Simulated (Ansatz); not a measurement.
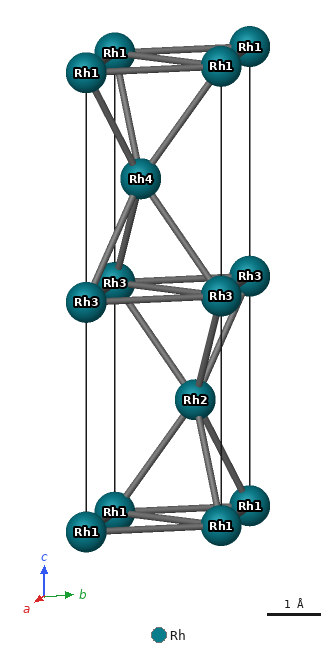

Reference structure: crystalline Rh (set up in P6_3/mmc). Style: ball-and-stick. Shown: the cell of the calculation, slightly off an axis.

Computed with Ansatz, DFT r2SCAN, scalar-relativistic, plane waves, PAW. (plane-wave cutoff 500 eV; k-point mesh 24 × 24 × 6; occupations gaussian; smearing width 0.1 eV; no spin polarisation)

Change: Equal strain along all axes, −2.0 %, is applied. Symmetry leaves the atoms no freedom, so this is a single point.

The input:
```yaml
crystal:
  lattice:
    - [2.6350711011, 0.0, 0.0]
    - [-1.3175355506, 2.2820385144, 0.0]
    - [0.0, 0.0, 8.6018521646]
  atoms:
    - { symbol: Rh, position: [0.0, 0.0, 0.0] }
    - { symbol: Rh, position: [0.3333333333, 0.6666666667, 0.25] }
    - { symbol: Rh, position: [0.0, 0.0, 0.5] }
    - { symbol: Rh, position: [0.6666666667, 0.3333333333, 0.75] }
basis:
  ecutwfc: 500
kpoints:
  mp_grid: { grid: [24, 24, 6] }
hamiltonian:
  xc: r2scan
scf:
  occupations: { method: gaussian, width: 0.1 }
output:
  forces: true
  stress: true
  eigenvalues: true
```

Run as
```bash
ansatz run input.yaml --threads 1 --pin off --max-ram 2560MiB --backend cpu --events-out ev --progress --plain --runs-dir out
```

### Predict the response.

Near-neighbour distances before and after: Rh–Rh 2.688 → 2.634 Å. The space group stays P6_3/mmc (No. 194). The energy rises by 46.7 meV per atom. The pressure goes from 0.0 to 19.9 GPa. All forces vanish by symmetry.

Drawn alike, the variant:

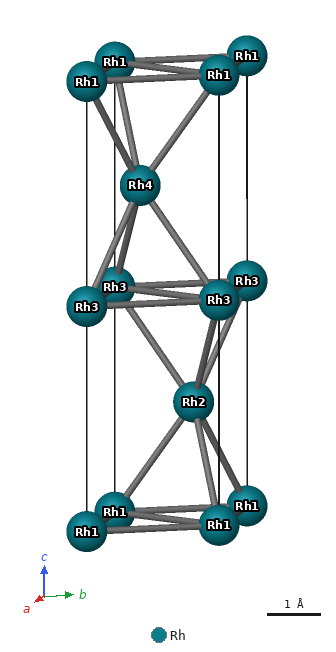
